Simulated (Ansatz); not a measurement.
# Run report: MoTe$_{2}$, geometry relaxation (part 2 of 2)

Continued. System: MoTe$_{2}$ (P6₃/mmc, 6 atoms in the cell). Method: DFT PBE+D3(BJ), scalar-relativistic, plane waves, PAW, no spin polarisation (Ansatz 0.2.0); cutoff 420 eV, 12×12×2 k-mesh, Gaussian smearing of 0.02 eV. The structure derives from an entry of the Crystallography Open Database.

Geometry of the input (Å; fractional positions):
```
3.5182  0.0000  0.0000
-1.7591  3.0469  0.0000
0.0000  0.0000  13.9736
Te 0.3333  0.6667  0.6210
Te 0.6667  0.3333  0.1210
Te 0.3333  0.6667  0.8790
Te 0.6667  0.3333  0.3790
Mo 0.3333  0.6667  0.2500
Mo 0.6667  0.3333  0.7500
```

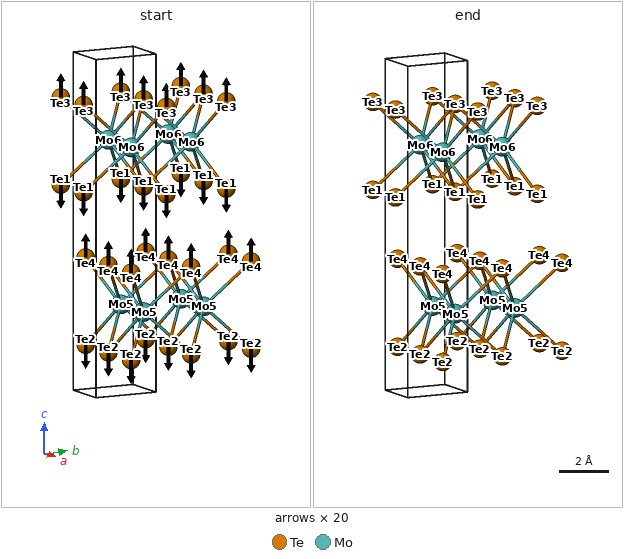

Before (left) and after (right) the relaxation, at one scale (ball-and-stick view of the cell of the calculation, repeated 2 × 2 × 1, with bonded neighbours outside it, seen at an oblique angle). The black arrows give the displacements (without the part carried along by the change of the cell), magnified 20 times. The energy falls by 24.0 meV per cell of the calculation in 4 geometry steps. Largest force component: 0.17 eV/Å at the start, 0.0048 eV/Å at the end. Pressure: −0.53 GPa at the start and −0.01 GPa at the end. The line search rejected the trial step at point 1 (counted from 0) and went back. The largest moves relative to the cell, 0.050 Å, are those of Te1, Te2, Te3 and Te4. Mo stays in place. The drawn cell changes as follows: a = b 3.518 → 3.496 Å (−0.6 %), c 13.974 → 13.701 Å (−2.0 %); the volume changes by −3.2 %. The space group stays P6_3/mmc (No. 194). A last SCF at the same geometry on a re-selected plane-wave basis shifts the energy by +1.0 meV per cell of the calculation. (Atoms are counted from 1 in the order of the input.)

```
basis re-selected at this cell: Δ(F+E_penalty+E_count) = +9.854e-4 eV, ΔP = +0.001 GPa vs the last step (what re-selecting the basis moved, of the pressure what is left beyond the Pulay correction that the steps carried, after the strain that the cell walked since its last selection, with what the two solves' SCF thresholds leave and, on support functions, any second-order correction that the steps lacked; it is no measure of the basis error at this ecutwfc). This SCF's stress stands 3.73e-2 GPa from its target on what of the cell is left free (relax.cell.stress_tol is 5.00e-2 GPa) and its largest allowed force component is 4.76e-3 eV/Å (relax.f_tol is 5.00e-3 eV/Å): within both
SCF converged after 6 iterations
Free energy (F): -37836.638034 eV
Harris-Foulkes:  -37836.638034 eV  (|F-HF|=0.00e0)
Internal energy: -37836.638034 eV  (E = F + TS)
E sigma→0 (E₀):  -37836.638034 eV
Fermi energy:    13.418752 eV
--- Per-component energies (eV) ---
  E_band       = -1093.277710
  E_kinetic    = 1610.822116
  E_local      = -6939.658473  (includes V_loc(G=0)·N_el)
  E_nonlocal   = -952.615048
  E_hartree    = 3938.385856
  E_xc         = -866.722210
  E_vxc        = -878.259060  (∫ρ·V_xc dr)
  E_paw        = -25053.934574  (= ΣΔE_a)
  E_vpaw       = -1810.338588  (= ΣTr[D̂ρ^β])
  E_aug_tail   = -0.000574  (compensation charges beyond the density's cutoff)
  E_ewald      = -9569.590335
  E_disp       = -3.324792  (pairwise vdW)
  E_smearing   = -0.000000  (= −TS)
  E_closure    = 0.000000  (closes the sum)
  Σ components = -37836.638034   (vs F -37836.638034, Δ=0.00e0)
--- Forces (eV/Å), atoms counted from 1 ---
  atom   1  Te     0.00000000     0.00000000     0.00476180
  atom   2  Te     0.00000000     0.00000000     0.00476180
  atom   3  Te     0.00000000     0.00000000    -0.00476180
  atom   4  Te     0.00000000     0.00000000    -0.00476180
  atom   5  Mo    -0.00000000    -0.00000000     0.00000000
  atom   6  Mo    -0.00000000     0.00000000    -0.00000000
  max |Σ_I F_I| component: 1.04e-17 eV/Å
--- Stress (GPa, compression-positive) ---
       -0.002802      -0.000000      -0.000000
        0.000000      -0.002802      -0.000000
       -0.000000      -0.000000      -0.037264
  P = ⅓ Tr σ = -0.0143 GPa (-0.143 kbar)
--- Band table (eV; the first three rows and the last of 38) ---
  k-point 0: bands = ["-47.7537", "-47.7537", "-23.6838", "-23.6838", "-23.6832", "-23.6832", "-23.6730", "-23.6730", "-23.6726", "-23.6726", "-23.6205", "-23.6205", "-23.6177", "-23.6177", "-23.6102", "-23.6102", "-23.6076", "-23.6076", "-23.6009", "-23.5989", "-23.5926", "-23.5906", "-21.9272", "-21.9272", "-21.7636", "-21.7636", "-21.7636", "-21.7636", "-0.1255", "0.3199", "0.6692", "1.3464", "6.9772", "8.5431", "9.7104", "11.2740", "11.2740", "11.2955", "11.2955", "11.9093", "12.0427", "12.0427", "12.0915", "12.0915", "12.9130", "13.0930", "15.9662", "15.9662", "16.1493", "16.1493", "16.1573", "16.1573", "16.5007", "16.5007", "18.9343", "19.3620"]
  k-point 1: bands = ["-47.7537", "-47.7537", "-23.6835", "-23.6835", "-23.6835", "-23.6835", "-23.6728", "-23.6728", "-23.6728", "-23.6728", "-23.6193", "-23.6193", "-23.6193", "-23.6193", "-23.6087", "-23.6087", "-23.6087", "-23.6087", "-23.6000", "-23.6000", "-23.5915", "-23.5915", "-21.9272", "-21.9272", "-21.7636", "-21.7636", "-21.7636", "-21.7636", "0.0260", "0.0260", "1.0736", "1.0736", "7.5518", "7.5518", "10.9536", "10.9536", "11.2844", "11.2844", "11.2844", "11.2844", "12.0673", "12.0673", "12.0673", "12.0673", "13.0460", "13.0460", "16.0060", "16.0060", "16.0060", "16.0060", "16.3799", "16.3799", "16.3799", "16.3799", "19.2315", "19.2315"]
  k-point 2: bands = ["-47.7530", "-47.7530", "-23.6832", "-23.6825", "-23.6821", "-23.6815", "-23.6741", "-23.6736", "-23.6714", "-23.6710", "-23.6211", "-23.6208", "-23.6183", "-23.6182", "-23.6122", "-23.6104", "-23.6097", "-23.6077", "-23.6000", "-23.5983", "-23.5917", "-23.5898", "-21.9224", "-21.9224", "-21.7736", "-21.7735", "-21.7654", "-21.7654", "-0.0246", "0.4190", "0.7461", "1.4115", "7.0897", "8.6492", "9.6692", "11.0453", "11.0815", "11.3517", "11.3821", "11.6867", "11.9052", "11.9427", "11.9642", "12.0587", "12.9789", "13.0605", "15.6036", "15.7176", "15.7584", "15.9131", "15.9240", "15.9977", "16.2720", "16.3132", "19.3846", "19.7919"]
  k-point 37: bands = ["-47.7424", "-47.7424", "-23.6881", "-23.6881", "-23.6655", "-23.6655", "-23.6600", "-23.6600", "-23.6594", "-23.6594", "-23.6387", "-23.6387", "-23.6275", "-23.6275", "-23.6150", "-23.6150", "-23.6149", "-23.6149", "-23.5918", "-23.5918", "-23.5779", "-23.5779", "-21.8833", "-21.8833", "-21.8474", "-21.8474", "-21.8413", "-21.8413", "2.5399", "2.5399", "2.7083", "2.7083", "8.1890", "8.1890", "8.3160", "8.3160", "8.9884", "8.9884", "9.2566", "9.2566", "10.3804", "10.3804", "10.9891", "10.9891", "12.8232", "12.8232", "14.1021", "14.1021", "14.6032", "14.6032", "15.4527", "15.4527", "16.6644", "16.6644", "18.0837", "18.0837"]
--- Relaxed structure (5 steps of the walk, 4 accepted, 1 SCFs on fresh bases) ---
  F+E_penalty+E_count = -37836.63803353 eV   max|allowed force component| = 4.762e-3 eV/Å   (the final SCF, on the basis selected at the relaxed cell)
  cell:  # Å, volume = 145.0509 Å³
    - [3.496401130227804, 0.0, 0.0]
    - [-1.748200565113902, 3.0279722005979015, 0.0]
    - [0.0, 0.0, 13.70084489017973]
  atoms:
    - { symbol: Te, position: [0.33333333333333326, 0.6666666666666665, 0.6173401539064443] }
    - { symbol: Te, position: [0.6666666666666665, 0.33333333333333326, 0.11734015390644427] }
    - { symbol: Te, position: [0.33333333333333326, 0.6666666666666665, 0.8826598460935555] }
    - { symbol: Te, position: [0.6666666666666665, 0.33333333333333326, 0.3826598460935556] }
    - { symbol: Mo, position: [0.33333333333333326, 0.6666666666666665, 0.24999999999999997] }
    - { symbol: Mo, position: [0.6666666666666665, 0.33333333333333326, 0.7499999999999999] }
```

Trajectory as extended XYZ (Å, eV, eV/Å), 6 frames, from step=1 to step=6:
```
6
Lattice="3.5182 0.0000 0.0000 -1.7591 3.0469 0.0000 0.0000 0.0000 13.9736" Properties=species:S:1:pos:R:3:forces:R:3 step=1 energy=-37836.61501 pressure_GPa=-0.53
Te    0.0000    2.0312    8.6776    0.0000   0.0000  -0.1664
Te    1.7591    1.0156    1.6908    0.0000   0.0000  -0.1664
Te    0.0000    2.0312   12.2828    0.0000   0.0000   0.1664
Te    1.7591    1.0156    5.2960    0.0000   0.0000   0.1664
Mo    0.0000    2.0312    3.4934    0.0000   0.0000   0.0000
Mo    1.7591    1.0156   10.4802    0.0000   0.0000   0.0000
6
Lattice="3.4093 0.0000 0.0000 -1.7047 2.9526 0.0000 0.0000 0.0000 13.4045" Properties=species:S:1:pos:R:3:forces:R:3 step=2 energy=-37836.41109 pressure_GPa=1.34 accepted=F
Te    0.0000    1.9684    8.1593    0.0000   0.0000   0.8421
Te    1.7047    0.9842    1.4571    0.0000   0.0000   0.8421
Te    0.0000    1.9684   11.9474    0.0000   0.0000  -0.8421
Te    1.7047    0.9842    5.2452    0.0000   0.0000  -0.8421
Mo    0.0000    1.9684    3.3511    0.0000   0.0000   0.0000
Mo    1.7047    0.9842   10.0533    0.0000   0.0000   0.0000
6
Lattice="3.4986 0.0000 0.0000 -1.7493 3.0298 0.0000 0.0000 0.0000 13.8185" Properties=species:S:1:pos:R:3:forces:R:3 step=3 energy=-37836.63636 pressure_GPa=-0.34
Te    0.0000    2.0199    8.5449    0.0000   0.0000   0.0030
Te    1.7493    1.0099    1.6357    0.0000   0.0000   0.0030
Te    0.0000    2.0199   12.1828    0.0000   0.0000  -0.0030
Te    1.7493    1.0099    5.2736    0.0000   0.0000  -0.0030
Mo    0.0000    2.0199    3.4546    0.0000   0.0000   0.0000
Mo    1.7493    1.0099   10.3639    0.0000   0.0000   0.0000
6
Lattice="3.4955 0.0000 0.0000 -1.7477 3.0272 0.0000 0.0000 0.0000 13.7020" Properties=species:S:1:pos:R:3:forces:R:3 step=4 energy=-37836.63895 pressure_GPa=-0.06
Te    0.0000    2.0181    8.4573    0.0000   0.0000   0.0228
Te    1.7477    1.0091    1.6064    0.0000   0.0000   0.0228
Te    0.0000    2.0181   12.0956    0.0000   0.0000  -0.0228
Te    1.7477    1.0091    5.2446    0.0000   0.0000  -0.0228
Mo    0.0000    2.0181    3.4255    0.0000   0.0000   0.0000
Mo    1.7477    1.0091   10.2765    0.0000   0.0000   0.0000
6
Lattice="3.4964 0.0000 0.0000 -1.7482 3.0280 0.0000 0.0000 0.0000 13.7008" Properties=species:S:1:pos:R:3:forces:R:3 step=5 energy=-37836.63902 pressure_GPa=-0.02
Te    0.0000    2.0186    8.4581    0.0000   0.0000   0.0048
Te    1.7482    1.0093    1.6077    0.0000   0.0000   0.0048
Te    0.0000    2.0186   12.0932    0.0000   0.0000  -0.0048
Te    1.7482    1.0093    5.2428    0.0000   0.0000  -0.0048
Mo    0.0000    2.0186    3.4252    0.0000   0.0000   0.0000
Mo    1.7482    1.0093   10.2756    0.0000   0.0000   0.0000
6
Lattice="3.4964 0.0000 0.0000 -1.7482 3.0280 0.0000 0.0000 0.0000 13.7008" Properties=species:S:1:pos:R:3:forces:R:3 step=6 energy=-37836.63803 pressure_GPa=-0.01
Te    0.0000    2.0186    8.4581    0.0000   0.0000   0.0048
Te    1.7482    1.0093    1.6077    0.0000   0.0000   0.0048
Te    0.0000    2.0186   12.0932    0.0000   0.0000  -0.0048
Te    1.7482    1.0093    5.2428    0.0000   0.0000  -0.0048
Mo    0.0000    2.0186    3.4252    0.0000   0.0000   0.0000
Mo    1.7482    1.0093   10.2756    0.0000   0.0000   0.0000
```

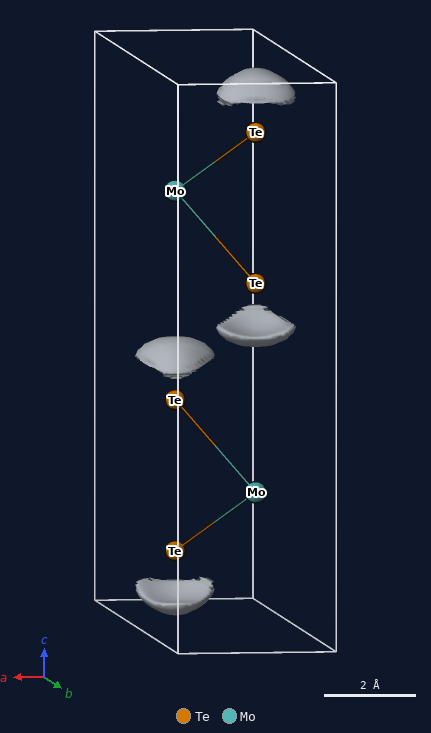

Isosurface of the electron localisation function at 0.7 (grey), seen at an oblique angle. Core shells and regions of very low density are left out. Sticks mark near contacts. The outline is the cell set on symmetry axes. Along the contacts the grid gives the following. Te–Mo (2.72 Å): the ELF is about 0.55 at the midpoint. In a PAW calculation such maps are meaningful between the atoms, not at the nuclei.

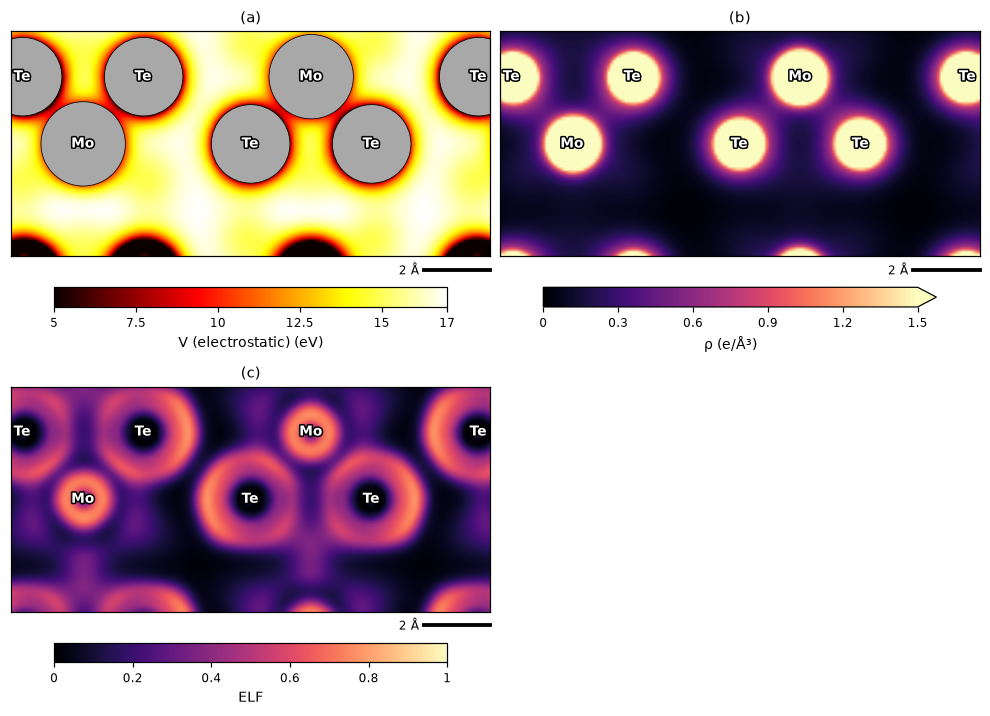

(a) electrostatic potential energy of an electron; (b) valence electron density; (c) ELF on the (110) plane of the conventional cell. Grey discs, where drawn, cover atomic cores. The section cuts through Te and Mo sites. Te–Mo (2.72 Å): the density is about 0.45 e/Å³ at the midpoint; the ELF is about 0.55 at the midpoint. Away from the nuclei the density in this plane falls to 0.02 e/Å³ at its lowest. The strong features right at Mo lie inside the PAW spheres (semicore, d or f shells) and say nothing about bonding. Outside the cores the potential energy rises away from the atoms and is highest about 2.6 Å from the nearest atoms; outside the discs it spans about 11 eV, and its zero is arbitrary.
